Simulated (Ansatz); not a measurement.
# Calculations on CaF2

## 1. One mode

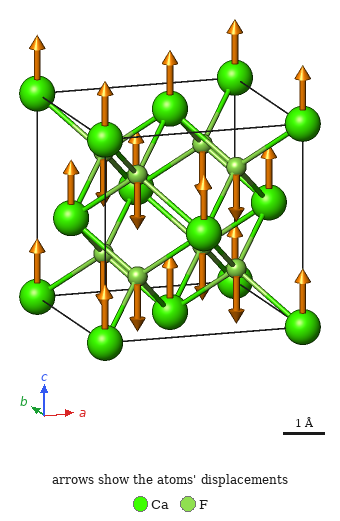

One vibrational mode of a crystal of CaF$_{2}$ relaxed at 22 GPa at the zone centre. The orange arrows are the displacements of the atoms (eigenvector over the root of the mass), of arbitrary overall length and sign. A ball-and-stick model of the conventional cell (4 times the calculation's cell), seen slightly off an axis. Lengths and directions refer to the drawn axes.

All numbers below come from DFT PBEsol, scalar-relativistic, plane waves, PAW in Ansatz. Settings: plane-wave cutoff 420 eV; k-point mesh 8 × 8 × 8; occupations fixed; target pressure 22 GPa; no spin polarisation.

Frequencies are those without the non-analytic (LO–TO) term.

Give the symmetry, activity and frequency of this mode.

This is the T₁u mode (triply degenerate; one member of the set is drawn) at 372 cm⁻¹, the lowest optical level, infrared-active by symmetry. The F sublattice moves against the Ca sublattice, along c; the kinetic energy is shared as F 51 %, Ca 49 %. Its infrared intensity is 21 (D/Å)²/amu for the set. The value is the transverse one; the longitudinal partner lies at 564 cm⁻¹.

## 2. Softest mode

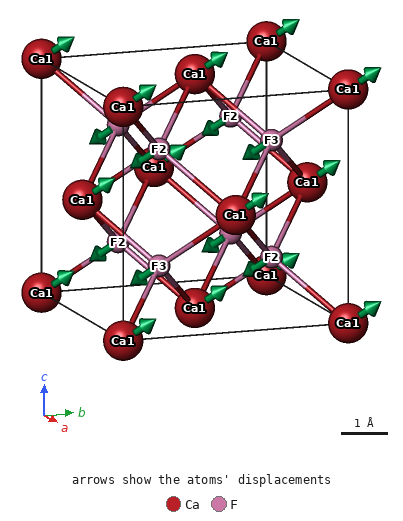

The lowest optical mode of crystalline CaF2 relaxed at 11 GPa, space group Fm-3m (No. 225), at the zone centre. Displacements are drawn as green arrows; their common scale and sign are arbitrary. A ball-and-stick model of the conventional cell (4 times the calculation's cell), seen slightly off an axis. Lengths and directions refer to the drawn axes.

The calculation used DFT PBEsol, scalar-relativistic, plane waves, PAW in Ansatz 0.2.0.

The input:
```yaml
crystal:
  lattice:
    - [0.0, 2.6204846986, 2.6204846986]
    - [2.6204846986, 0.0, 2.6204846986]
    - [2.6204846986, 2.6204846986, 0.0]
  atoms:
    - { symbol: Ca, position: [0.0, 0.0, 0.0] }
    - { symbol: F, position: [0.25, 0.25, 0.25] }
    - { symbol: F, position: [0.75, 0.75, 0.75] }
basis:
  ecutwfc: 420
kpoints:
  mp_grid: { grid: [8, 8, 8] }
hamiltonian:
  xc: pbesol
scf:
  occupations: { method: fixed }
output:
  eigenvalues: true
phonons:
  method: dfpt
  dielectric: true
  rigid_motions: translations
  eigenvectors: true
```

Launched with:
```bash
ansatz run input.yaml --threads 1 --pin off --max-ram 3072MiB --backend cpu --events-out ev --progress --plain --runs-dir out
```

Frequencies are those without the non-analytic (LO–TO) term.

Is this crystal at a minimum with respect to the drawn distortion?

Answer. Yes: this softest mode has a real frequency, and so have all others here. That speaks for this wave vector alone: the rest of the zone wasn't checked in this run. This is the T₁u mode (triply degenerate; one member of the set is drawn) at 39.6 meV, the lowest optical level, infrared-active by symmetry. The F sublattice moves against the Ca sublattice, along [1 1 1]; it stretches the shortest Ca–F bonds (2.27 Å); the kinetic energy is shared as F 51 %, Ca 49 %. Its infrared intensity is 20 (D/Å)²/amu for the set. The value is the transverse one; the longitudinal partner lies at 520 cm⁻¹.

## 3. Softest mode

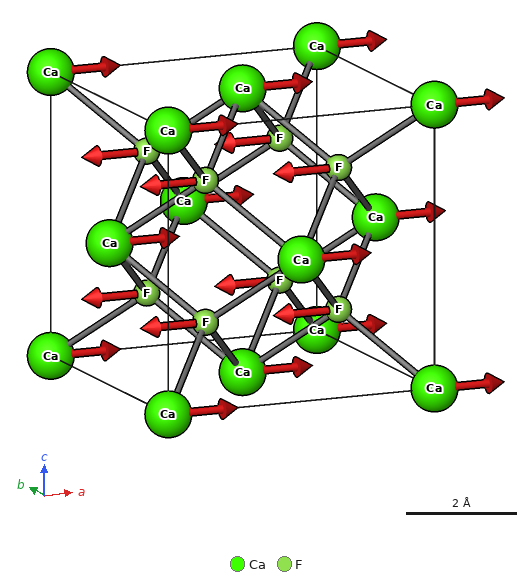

The lowest optical mode of crystalline CaF$_{2}$ relaxed at 5 GPa, space group Fm-3m (No. 225), at the zone centre. Displacements are drawn as red arrows; their common scale and sign are arbitrary. Style: ball-and-stick. Shown: the conventional cell (4 times the calculation's cell), slightly off an axis. Lengths and directions refer to the drawn axes.

Method: DFT PBEsol, scalar-relativistic, plane waves, PAW (Ansatz).

Input
```yaml
crystal:
  lattice:
    - [0.0, 2.664251896, 2.664251896]
    - [2.664251896, 0.0, 2.664251896]
    - [2.664251896, 2.664251896, 0.0]
  atoms:
    - { symbol: Ca, position: [0.0, 0.0, 0.0] }
    - { symbol: F, position: [0.25, 0.25, 0.25] }
    - { symbol: F, position: [0.75, 0.75, 0.75] }
basis:
  ecutwfc: 420
kpoints:
  mp_grid: { grid: [8, 8, 8] }
hamiltonian:
  xc: pbesol
scf:
  occupations: { method: fixed }
output:
  eigenvalues: true
phonons:
  method: dfpt
  dielectric: true
  rigid_motions: translations
  eigenvectors: true
```

Launched with:
```bash
ansatz run input.yaml --threads 1 --pin off --max-ram 3072MiB --backend cpu --events-out ev --progress --plain --runs-dir out
```

Frequencies are those without the non-analytic (LO–TO) term.

> Is this crystal at a minimum with respect to the drawn distortion?

Yes: this softest mode has a real frequency, and so have all others here. That speaks for this wave vector alone: the rest of the zone wasn't checked in this run. This is the T₁u mode (triply degenerate; one member of the set is drawn) at 285 cm⁻¹, the lowest optical level, infrared-active by symmetry. The F sublattice moves against the Ca sublattice, along a; the kinetic energy is shared as F 51 %, Ca 49 %. Its infrared intensity is 20 (D/Å)²/amu for the set. The value is the transverse one; the longitudinal partner lies at 492 cm⁻¹.
